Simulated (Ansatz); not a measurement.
## Geometry relaxation of Rh (part 1 of 2)

Rh (slab, 4 atoms in the cell), computed with DFT PBEsol, scalar-relativistic, plane waves, PAW, no spin polarisation (Ansatz 0.2.0).

The structure derives from an entry of the Crystallography Open Database. The input holds or restrains some coordinates. Forces given for the steps count only the free coordinates. It belongs to a series of runs on one base structure; here: clean slab, lower half held. Figures and captions count atoms from 1; the log counts them from 0 in places.

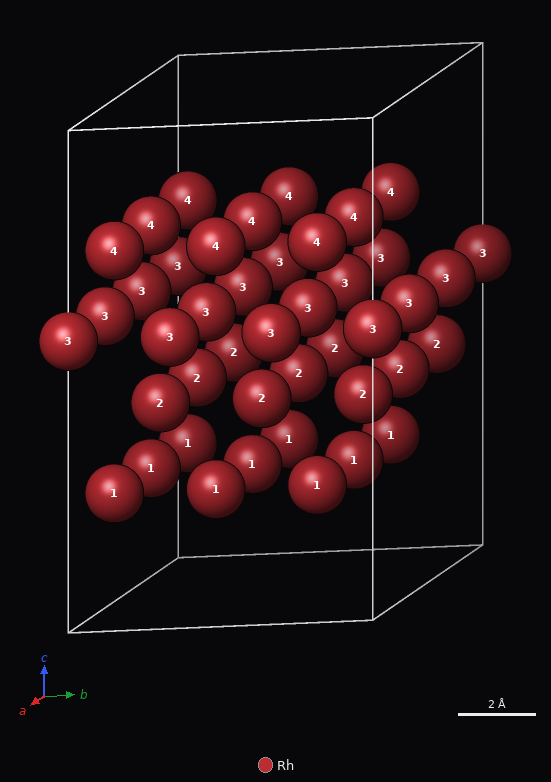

Fig. 1: The structure as given in the input (spheres-only view of the 3 × 3 repeat of the cell, with the vacuum cut short, seen slightly off an axis; atoms are numbered from 1 in the order of the input). An atom can appear more than once, as a periodic image.

Input
```yaml
crystal:
  lattice:
    - [2.6728587958, 0.0, 0.0]
    - [-1.3364293979, 2.3147636179, 0.0]
    - [0.0, 0.0, 23.5471402043]
  atoms:
    - { symbol: Rh, position: [0.6666666667, 0.3333333333, 0.360978018] }
    - { symbol: Rh, position: [0.3333333333, 0.6666666667, 0.4536593393] }
    - { symbol: Rh, position: [0.0, 0.0, 0.5463406607] }
    - { symbol: Rh, position: [0.6666666667, 0.3333333333, 0.639021982] }
basis:
  ecutwfc: 420
kpoints:
  mp_grid: { grid: [12, 12, 1] }
hamiltonian:
  xc: pbesol
scf:
  occupations: { method: gaussian, width: 0.1 }
output:
  forces: true
  eigenvalues: true
  write_density: true
  write_potential: true
  elf: true
  volumetric_format: npy
relax:
  adjacent_minimum: "off"
  f_tol: 0.03
  max_steps: 70
  constraints: [{ sites: [0, 1] }]
efield:
  axis: 3
  dipole_correction: true
  ramp_width: 0.04
```

Machine: 2 threads of Arm Neoverse V1, 24 GiB of memory available, shared host.

Launch command:
```bash
ansatz run input.yaml --threads 2 --pin off --max-ram 5120MiB --backend cpu --events-out ev --progress --plain --runs-dir out
```

Output
```
Engine: ansatz 0.2.0, aarch64-unknown-linux-gnu
Pseudopotentials: kind: paw
Pseudopotential: Rh, paw, valence charge 17, recommended cutoff 420 eV (normal), Rh.paw.azcp
Functional definition: PBEsol
  exchange = pbesol_x
  correlation = pbesol_c
Crystal: 4 atoms, lattice volume = 145.687 Å³
Basis set: ecut = 420 eV, 2905 PW (Γ), exchange–correlation on 36×36×320 points (8 copies of the dense FFT grid, shifted against one another)
Bands: 41, of which v1, the nominal top of the filled ones, is band 34 counted from 1 (33 counted from 0)
Symmetry: 6 space group operations
k-points: 19 of 144 (time reversal used)
Non-local potential: Rh, projectors of the file, l = 0: 3, l = 1: 2, l = 2: 2, l = 3: 1
PAW form: soft (Blöchl's): semilocal exchange-correlation on the pseudo side does not see the compensation charge
PAW frozen core: Rh, regenerated for the run's functional, and the local potential with it (the file was generated under x = pbe(κ = 0.804, μ = 0.2195149727645171), c = pbe(β = 0.06672455060314922))
PAW one-centre angular grid: Rh, 590 points (default); XC on 64 Gauss nodes
Initial density: superposition of atomic densities (neutral atoms: chi_scale 0, normalization atom), corrected by the library's trained network
Initial wavefunctions: pseudopotential atomic-orbital guess
Functional: x = pbesol(κ = 0.804, μ = 0.12345679012345678), c = pbesol(β = 0.046)
SCF iter   1: F=—  HF=-25353.107860 eV  |F-HF|=—  |Δ(HF+E_count)|=         —  Δρ=6.99e-3  dr2=5.78e-2  ethr=1.77e-3  p=-0.000 e·Å  D=-1.58e-13 V/Å  ΔV_dip=0.00 eV  dr2_dipole=1.41e-6  V_vac-E_F(+/−)=5.01/5.01 eV  ⟨swp⟩=8.6  Hψ=3818  notcnv=0  defer=3
efield: sawtooth ramp at fractional position 0.9800 (placed from the atoms, in the widest stretch of the axis that holds none; the zero of the levels goes with the place), width 0.0400; the density the first Hamiltonian is built on has a dipole p = -0.000 e·Å; the dipole correction subtracts the counter field D = -1.58e-13 V/Å, which shifts the + side's vacuum level by +0.00 eV against the − side's; the planar-averaged density in the ramp window peaks in size at 4.8e-6 e/Å³
preconditioner: auto → LDOS  [metal: Δε(μ)=0.015 eV  Ē_g=5.709 eV  σ=0.100 eV  W_gap=0.08  n_scr=18 (ndim 8)  ℏωp=18.5 eV  f_vac=0.573  D(μ)=5.83/eV (n_scr^D=20)  β→1.0]
SCF iter   2: F=—  HF=-25353.112379 eV  |F-HF|=—  |Δ(HF+E_count)|=   4.52e-3  Δρ=7.44e-3  dr2=8.07e-2  ethr=8.49e-5  p=-0.000 e·Å  D=-3.46e-5 V/Å  ΔV_dip=0.00 eV  dr2_dipole=2.16e-6  V_vac-E_F(+/−)=5.33/5.33 eV  ⟨swp⟩=3.1  Hψ=1889  notcnv=0  defer=12
SCF iter   3: F=—  HF=-25353.092652 eV  |F-HF|=—  |Δ(HF+E_count)|=   1.97e-2  Δρ=8.48e-4  dr2=1.41e-3  ethr=8.49e-5  p=-0.000 e·Å  D=-1.74e-5 V/Å  ΔV_dip=0.00 eV  dr2_dipole=3.10e-7  V_vac-E_F(+/−)=5.32/5.31 eV  ⟨swp⟩=2.3  Hψ=1502  notcnv=0  defer=12
SCF iter   4: F=—  HF=-25353.092285 eV  |F-HF|=—  |Δ(HF+E_count)|=   3.67e-4  Δρ=3.66e-4  dr2=3.77e-4  ethr=2.08e-6  p=-0.000 e·Å  D=-8.35e-6 V/Å  ΔV_dip=0.00 eV  dr2_dipole=1.25e-8  V_vac-E_F(+/−)=5.30/5.30 eV  ⟨swp⟩=3.4  Hψ=1770  notcnv=0  defer=12
SCF iter   5: F=—  HF=-25353.092226 eV  |F-HF|=—  |Δ(HF+E_count)|=   5.86e-5  Δρ=1.02e-4  dr2=2.69e-5  ethr=5.55e-7  p=-0.000 e·Å  D=-5.02e-6 V/Å  ΔV_dip=0.00 eV  dr2_dipole=1.32e-9  V_vac-E_F(+/−)=5.30/5.30 eV  ⟨swp⟩=2.1  Hψ=985  notcnv=0  defer=12
SCF iter   6: F=-25353.092225 eV  HF=-25353.092225 eV  |F-HF|=8.59e-8  |Δ(HF+E_count)|=   1.02e-6  Δρ=1.79e-5  dr2=6.18e-7  ethr=3.31e-8  p=-0.000 e·Å  D=-2.47e-6 V/Å  ΔV_dip=0.00 eV  dr2_dipole=2.61e-10  V_vac-E_F(+/−)=5.30/5.30 eV  ⟨swp⟩=19.9  Hψ=8267  notcnv=0
SCF 1 converged in 6 iterations: F = -25353.092225 eV  dr2 = 6.18e-7
  Residual-converged pass: ⟨swp⟩=1.1  Hψ=857  notcnv=0  max |occ|·‖R‖ = 7.1e-9 eV (tolerance 1.0e-8 eV)  dr2=6.18e-7  dr2_onsite=2.62e-8  max |Δocc| = 8.1e-11
  greatest PAW one-centre occupation: 1.000 electrons in one spin orbital (limit 2), on the Rh atom at site 1 (counted from 0), in its partial waves of l = 0
relax step   1: F+E_penalty+E_count = -25353.09222522 eV  Δ(F+E_penalty+E_count) = +0.000e0 eV  max|allowed force component| = 3.205e-1 eV/Å  Δτ_max = 0.0000 Å  (6 SCF iters, dr2 threshold 2.25e-5 eV, accepted)
Initial density: handed on by an earlier stage of this run
Initial wavefunctions: those handed on with the density
iter 1 solved again at ethr=2.37e-3 eV; its pass at ethr=3.10e-3 eV (dr2=1.61e0 eV) is discarded
SCF iter   1: F=—  HF=-25353.133720 eV  |F-HF|=—  |Δ(HF+E_count)|=         —  Δρ=1.53e-2  dr2=1.59e0  ethr=2.37e-3  p=-0.000 e·Å  D=-1.77e-6 V/Å  ΔV_dip=0.00 eV  dr2_dipole=5.72e-1  V_vac-E_F(+/−)=5.28/5.28 eV  ⟨swp⟩=1.0  Hψ=2978  notcnv=0  defer=3
efield: sawtooth ramp at fractional position 0.9800 (handed on by an earlier solve), width 0.0400; the density the first Hamiltonian is built on has a dipole p = -0.000 e·Å; the dipole correction subtracts the counter field D = -1.77e-6 V/Å, which shifts the + side's vacuum level by +0.00 eV against the − side's; the planar-averaged density in the ramp window peaks in size at 1.2e-5 e/Å³
preconditioner: auto → LDOS  [metal: Δε(μ)=0.057 eV  Ē_g=5.828 eV  σ=0.100 eV  W_gap=0.31  n_scr=18 (ndim 8)  ℏωp=18.5 eV  f_vac=0.577  D(μ)=5.29/eV (n_scr^D=18)  β→1.0]
SCF iter   2: F=—  HF=-25353.115109 eV  |F-HF|=—  |Δ(HF+E_count)|=   1.86e-2  Δρ=8.75e-3  dr2=1.64e-1  ethr=2.34e-3  p=-0.001 e·Å  D=-1.26e-3 V/Å  ΔV_dip=0.03 eV  dr2_dipole=2.32e-2  V_vac-E_F(+/−)=5.35/5.32 eV  ⟨swp⟩=2.0  Hψ=876  notcnv=0  defer=3
SCF iter   3: F=—  HF=-25353.099714 eV  |F-HF|=—  |Δ(HF+E_count)|=   1.54e-2  Δρ=2.17e-3  dr2=6.33e-3  ethr=2.41e-4  p=0.003 e·Å  D=3.21e-3 V/Å  ΔV_dip=-0.08 eV  dr2_dipole=6.93e-4  V_vac-E_F(+/−)=5.21/5.29 eV  ⟨swp⟩=2.0  Hψ=1220  notcnv=0  defer=9
SCF iter   4: F=—  HF=-25353.099187 eV  |F-HF|=—  |Δ(HF+E_count)|=   5.27e-4  Δρ=3.80e-4  dr2=1.44e-4  ethr=9.31e-6  p=0.001 e·Å  D=1.46e-3 V/Å  ΔV_dip=-0.03 eV  dr2_dipole=1.52e-7  V_vac-E_F(+/−)=5.26/5.30 eV  ⟨swp⟩=2.3  Hψ=1224  notcnv=0  defer=10
SCF iter   5: F=—  HF=-25353.099275 eV  |F-HF|=—  |Δ(HF+E_count)|=   8.75e-5  Δρ=1.37e-4  dr2=4.35e-5  ethr=2.12e-7  p=0.001 e·Å  D=1.18e-3 V/Å  ΔV_dip=-0.03 eV  dr2_dipole=8.52e-7  V_vac-E_F(+/−)=5.26/5.29 eV  ⟨swp⟩=2.8  Hψ=1514  notcnv=0  defer=10
SCF iter   6: F=—  HF=-25353.099285 eV  |F-HF|=—  |Δ(HF+E_count)|=   9.60e-6  Δρ=5.83e-5  dr2=6.96e-6  ethr=6.39e-8  p=0.001 e·Å  D=1.15e-3 V/Å  ΔV_dip=-0.03 eV  dr2_dipole=2.96e-7  V_vac-E_F(+/−)=5.26/5.29 eV  ⟨swp⟩=2.5  Hψ=1235  notcnv=0  defer=10
SCF iter   7: F=-25353.099285 eV  HF=-25353.099285 eV  |F-HF|=3.91e-9  |Δ(HF+E_count)|=   9.30e-7  Δρ=1.97e-5  dr2=8.40e-7  ethr=9.44e-9  p=0.001 e·Å  D=1.10e-3 V/Å  ΔV_dip=-0.03 eV  dr2_dipole=2.66e-7  V_vac-E_F(+/−)=5.27/5.29 eV  ⟨swp⟩=19.6  Hψ=7651  notcnv=0
SCF 2 converged in 7 iterations: F = -25353.099285 eV  dr2 = 8.40e-7
  greatest PAW one-centre occupation: 1.000 electrons in one spin orbital (limit 2), on the Rh atom at site 2 (counted from 0), in its partial waves of l = 0
relax step   2: F+E_penalty+E_count = -25353.09928545 eV  Δ(F+E_penalty+E_count) = -7.060e-3 eV  max|allowed force component| = 2.671e-1 eV/Å  Δτ_max = 0.1235 Å  (7 SCF iters, dr2 threshold 6.42e-6 eV, accepted)
iter 1 solved again at ethr=2.60e-4 eV; its pass at ethr=3.10e-3 eV (dr2=1.77e-1 eV) is discarded
SCF iter   1: F=—  HF=-25353.110223 eV  |F-HF|=—  |Δ(HF+E_count)|=         —  Δρ=5.54e-3  dr2=1.84e-1  ethr=2.60e-4  p=0.001 e·Å  D=1.10e-3 V/Å  ΔV_dip=-0.03 eV  dr2_dipole=6.66e-2  V_vac-E_F(+/−)=5.27/5.30 eV  ⟨swp⟩=1.2  Hψ=2311  notcnv=0  defer=11
efield: sawtooth ramp at fractional position 0.9800 (handed on by an earlier solve), width 0.0400; the density the first Hamiltonian is built on has a dipole p = 0.001 e·Å; the dipole correction subtracts the counter field D = 1.10e-3 V/Å, which shifts the + side's vacuum level by -0.03 eV against the − side's; the planar-averaged density in the ramp window peaks in size at 4.3e-6 e/Å³
preconditioner: auto → LDOS  [metal: Δε(μ)=0.037 eV  Ē_g=5.782 eV  σ=0.100 eV  W_gap=0.20  n_scr=18 (ndim 8)  ℏωp=18.5 eV  f_vac=0.576  D(μ)=5.55/eV (n_scr^D=18)  β→1.0]
SCF iter   2: F=—  HF=-25353.107472 eV  |F-HF|=—  |Δ(HF+E_count)|=   2.75e-3  Δρ=2.43e-3  dr2=6.44e-3  ethr=2.60e-4  p=0.001 e·Å  D=9.74e-4 V/Å  ΔV_dip=-0.02 eV  dr2_dipole=5.66e-5  V_vac-E_F(+/−)=5.27/5.29 eV  ⟨swp⟩=1.6  Hψ=834  notcnv=0  defer=11
SCF iter   3: F=—  HF=-25353.105966 eV  |F-HF|=—  |Δ(HF+E_count)|=   1.51e-3  Δρ=1.17e-3  dr2=2.95e-3  ethr=9.47e-6  p=-0.000 e·Å  D=-9.55e-5 V/Å  ΔV_dip=0.00 eV  dr2_dipole=4.44e-4  V_vac-E_F(+/−)=5.30/5.30 eV  ⟨swp⟩=3.1  Hψ=1625  notcnv=0  defer=11
SCF iter   4: F=—  HF=-25353.105463 eV  |F-HF|=—  |Δ(HF+E_count)|=   5.03e-4  Δρ=1.93e-4  dr2=1.27e-4  ethr=4.33e-6  p=0.000 e·Å  D=4.71e-4 V/Å  ΔV_dip=-0.01 eV  dr2_dipole=2.19e-5  V_vac-E_F(+/−)=5.28/5.29 eV  ⟨swp⟩=2.0  Hψ=1113  notcnv=0  defer=11
SCF iter   5: F=—  HF=-25353.105457 eV  |F-HF|=—  |Δ(HF+E_count)|=   6.24e-6  Δρ=5.91e-5  dr2=1.82e-5  ethr=1.86e-7  p=0.000 e·Å  D=5.29e-4 V/Å  ΔV_dip=-0.01 eV  dr2_dipole=5.31e-6  V_vac-E_F(+/−)=5.28/5.29 eV  ⟨swp⟩=3.1  Hψ=1392  notcnv=0  defer=11
SCF iter   6: F=-25353.105462 eV  HF=-25353.105462 eV  |F-HF|=2.83e-7  |Δ(HF+E_count)|=   4.75e-6  Δρ=2.16e-5  dr2=1.25e-6  ethr=6.56e-9  p=0.000 e·Å  D=5.44e-4 V/Å  ΔV_dip=-0.01 eV  dr2_dipole=1.71e-7  V_vac-E_F(+/−)=5.28/5.29 eV  ⟨swp⟩=20.1  Hψ=7728  notcnv=0
SCF 3 converged in 6 iterations: F = -25353.105462 eV  dr2 = 1.25e-6
relax step   3: F+E_penalty+E_count = -25353.10546228 eV  Δ(F+E_penalty+E_count) = -6.177e-3 eV  max|allowed force component| = 1.162e-2 eV/Å  Δτ_max = 0.0475 Å  (6 SCF iters, dr2 threshold 4.46e-6 eV, accepted)
iter 1 solved again at ethr=1.81e-9 eV; its pass at ethr=3.10e-3 eV (dr2=1.23e-6 eV) is discarded
SCF iter   1: F=—  HF=-25353.105472 eV  |F-HF|=—  |Δ(HF+E_count)|=         —  Δρ=2.16e-5  dr2=1.23e-6  ethr=1.81e-9  p=0.000 e·Å  D=5.44e-4 V/Å  ΔV_dip=-0.01 eV  dr2_dipole=1.59e-7  V_vac-E_F(+/−)=5.28/5.29 eV  ⟨swp⟩=1.0  Hψ=2014  notcnv=0
efield: sawtooth ramp at fractional position 0.9800 (handed on by an earlier solve), width 0.0400; the density the first Hamiltonian is built on has a dipole p = 0.000 e·Å; the dipole correction subtracts the counter field D = 5.44e-4 V/Å, which shifts the + side's vacuum level by -0.01 eV against the − side's; the planar-averaged density in the ramp window peaks in size at 4.4e-6 e/Å³
preconditioner: auto → LDOS  [metal: Δε(μ)=0.043 eV  Ē_g=5.781 eV  σ=0.100 eV  W_gap=0.24  n_scr=18 (ndim 8)  ℏωp=18.5 eV  f_vac=0.576  D(μ)=5.60/eV (n_scr^D=18)  β→1.0]
SCF iter   2: F=—  HF=-25353.105463 eV  |F-HF|=—  |Δ(HF+E_count)|=   8.27e-6  Δρ=1.54e-5  dr2=8.14e-7  ethr=1.81e-9  p=0.000 e·Å  D=5.74e-4 V/Å  ΔV_dip=-0.01 eV  dr2_dipole=4.42e-8  V_vac-E_F(+/−)=5.28/5.29 eV  ⟨swp⟩=2.0  Hψ=1132  notcnv=0
SCF iter   3: F=—  HF=-25353.105463 eV  |F-HF|=—  |Δ(HF+E_count)|=   1.41e-7  Δρ=5.85e-6  dr2=1.22e-7  ethr=1.20e-9  p=0.000 e·Å  D=5.74e-4 V/Å  ΔV_dip=-0.01 eV  dr2_dipole=1.41e-8  V_vac-E_F(+/−)=5.28/5.29 eV  ⟨swp⟩=2.0  Hψ=1114  notcnv=0
SCF iter   4: F=-25353.105463 eV  HF=-25353.105463 eV  |F-HF|=1.08e-8  |Δ(HF+E_count)|=   8.93e-8  Δρ=1.72e-6  dr2=6.64e-9  ethr=1.47e-10  p=0.000 e·Å  D=5.82e-4 V/Å  ΔV_dip=-0.01 eV  dr2_dipole=2.02e-10  V_vac-E_F(+/−)=5.28/5.29 eV  ⟨swp⟩=13.4  Hψ=6272  notcnv=0
SCF 4 converged in 4 iterations: F = -25353.105463 eV  dr2 = 6.64e-9
relax step   4: F+E_penalty+E_count = -25353.10546346 eV  Δ(F+E_penalty+E_count) = -1.176e-6 eV  max|allowed force component| = 1.165e-2 eV/Å  Δτ_max = 0.0000 Å  (4 SCF iters, accepted)
```

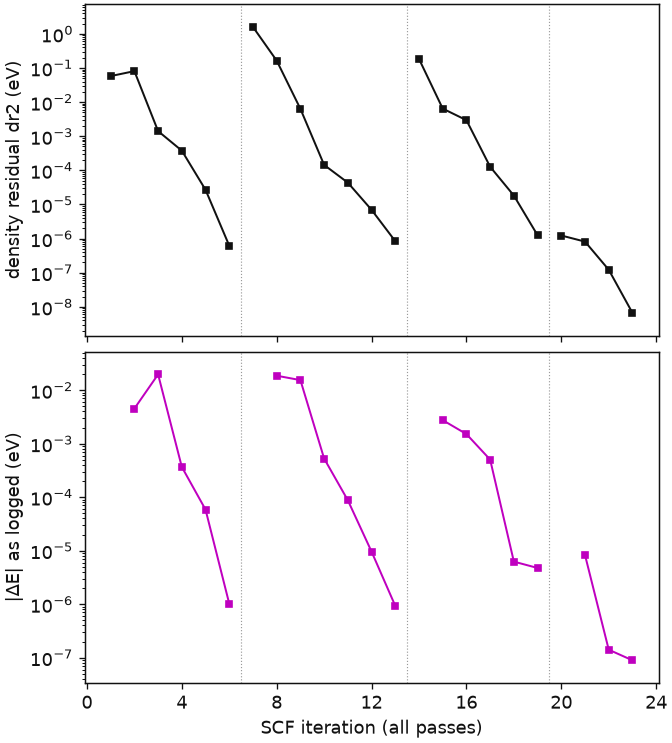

Fig. 2: Convergence of the self-consistent field: density residual dr2 and size of the energy change against the SCF iteration. The dotted lines part the SCF passes of the relaxation: geometry steps, rejected trials and re-solves on a re-selected basis. The passes take 6, 7, 6 and 4 iterations.
